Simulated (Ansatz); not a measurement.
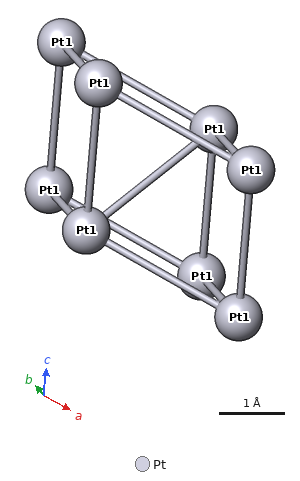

A scan of crystalline Pt (Im-3m): the cell is strained along y alone, with the atoms kept at their fractional coordinates. x, y and z are the Cartesian axes of the input. The picture shows the reference cell. A ball-and-stick model of the cell of the calculation, seen slightly off an axis.

Computed with DFT r2SCAN, scalar-relativistic, plane waves, PAW in Ansatz. Set-up: plane-wave cutoff 500 eV; k-point mesh 26 × 26 × 26; occupations gaussian; smearing width 0.15 eV; no spin polarisation. Energies (free energies at the smearing named) are counted from the relaxed crystal.

The input:
```yaml
crystal:
  lattice:
    - [-1.5694863909, 1.5694863909, 1.5694863909]
    - [1.5694863909, -1.5694863909, 1.5694863909]
    - [1.5694863909, 1.5694863909, -1.5694863909]
  atoms:
    - { symbol: Pt, position: [0.0, 0.0, 0.0] }
basis:
  ecutwfc: 500
kpoints:
  mp_grid: { grid: [26, 26, 26] }
hamiltonian:
  xc: r2scan
scf:
  occupations: { method: gaussian, width: 0.15 }
output:
  forces: true
  stress: true
  eigenvalues: true
```

Launched with:
```bash
ansatz run input.yaml --threads 1 --pin off --max-ram 2560MiB --backend cpu --events-out ev --progress --plain --runs-dir out
```

Predict the energy profile (the strain: −0.040, −0.030, −0.020, −0.010, 0.000, 0.010, 0.020, 0.030, 0.035, 0.040).

```csv
strain,ΔE (meV/atom)
−0.040,17.1
−0.030,9.6
−0.020,4.3
−0.010,1.1
0.000,0.0
0.010,0.8
0.020,3.5
0.030,7.9
0.035,10.8
0.040,14.1
```

Of the computed points the lowest is at the strain 0.00, 0.0 meV/atom. The curvature at zero strain, (1/V) d²E/dε², is about 200 GPa; it is C₂₂ with clamped ions. The distortion takes the space group from Im-3m to I4/mmm. At the strain −0.04 the cell of the drawing goes a 2.718 → 2.683 Å, b 2.718 → 2.683 Å, c 2.718 → 2.683 Å, α 109.5° → 108.4°, β 109.5° → 111.7°, γ 109.5° → 108.4°.

The computed profile:

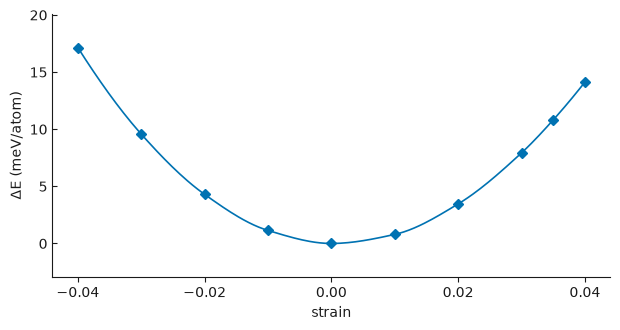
